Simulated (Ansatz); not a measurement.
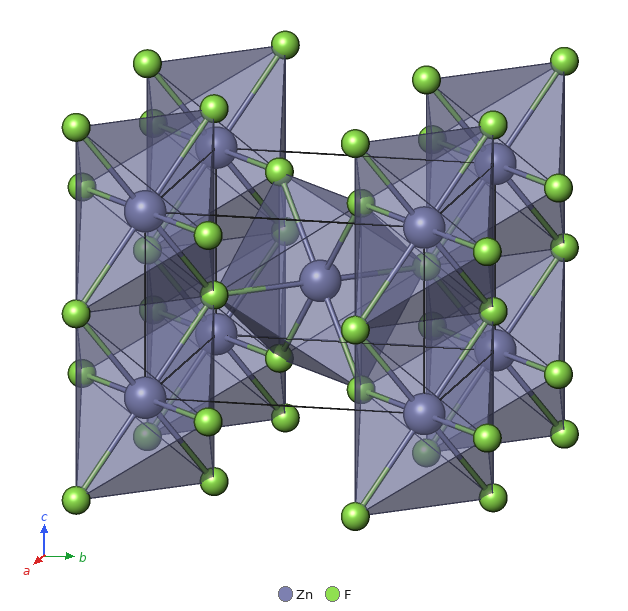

The image is a polyhedral drawing of a crystal, viewed slightly off an axis. The wireframe shows the conventional unit cell. Some neighbours outside the box are added.

ZnF₂, rutile, space group P4_2/mnm (No. 136), a = 4.703 Å, b = 4.703 Å, c = 3.127 Å, α = 90.00°, β = 90.00°, γ = 90.00°. Starting structure: a structure type filled with these elements by a generator (whether the compound takes this form wasn't checked). Earlier steps of the study may have refined or changed the cell and positions. A calculation with Ansatz used it as input.

This one geometry was computed with Ansatz (DFT, plane waves, PAW) at six levels of theory: r2SCAN, dielectric-dependent PBE0 (fraction 1/eps_inf of PBE), HSE06, PBE0, LDA and Hartree-Fock. It was relaxed beforehand with r2SCAN.

### Which level gives the highest pressure at this volume, and what does that say about its equilibrium volume?

Highest: Hartree-Fock (3.0 GPa), which points to the largest equilibrium volume. Lowest, with the smallest volume: LDA (-5.3 GPa). Levels within 0.5 GPa of each other can't be told apart.

### How does the band gap change with the level of theory?

LDA: a gap of 3.37 eV, direct; r2SCAN: a gap of 4.28 eV, direct; HSE06: a gap of 6.16 eV, indirect; PBE0: a gap of 6.90 eV, indirect; dielectric-dependent PBE0 (fraction 1/eps_inf of PBE): a gap of 8.77 eV, indirect; Hartree-Fock: a gap of 17.08 eV, indirect.

### Collect the results in a table.

| level | cutoff (eV) | k-mesh of the run's cell | gap (eV) | pressure (GPa) |
| --- | --- | --- | --- | --- |
| r2SCAN | 500 | 6×6×8 | 4.28 | 0.0 |
| dielectric-dependent PBE0 (fraction 1/eps_inf of PBE) | 420 | 4×4×6 | 8.77 | -0.1 |
| HSE06 | 420 | 4×4×6 | 6.16 | 2.3 |
| PBE0 | 420 | 4×4×6 | 6.90 | 2.1 |
| LDA | 420 | 6×6×8 | 3.37 | -5.3 |
| Hartree-Fock | 420 | 4×4×6 | 17.08 | 3.0 |

Gaps are taken on the k-mesh or band path of each run.
